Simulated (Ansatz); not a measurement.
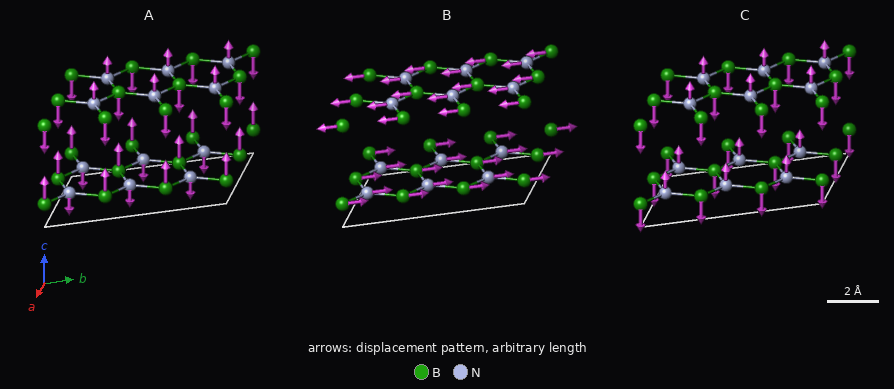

Modes of a free-standing layer of BN (a generated structure), space group P-3m1 (No. 164), at the zone centre (one member of each degenerate set). The pink arrows are the displacements of the atoms (eigenvector over the root of the mass), of arbitrary overall length and sign. Style: ball-and-stick. Shown: the 2 × 3 repeat of the cell, outlined in the plane, without the vacuum, from a free direction.

The calculation used Ansatz 0.2.0, DFT PBE+D3(BJ), scalar-relativistic, plane waves, PAW.

Frequencies are those without the non-analytic (LO–TO) term.

> Which are infrared-active and which Raman-active?

A is A₁g, Raman-active by symmetry (797 cm⁻¹). B is E_g, Raman-active by symmetry (24 cm⁻¹). C is A₂u, infrared-active by symmetry (802 cm⁻¹). The crystal has a centre of inversion, so no mode is both.
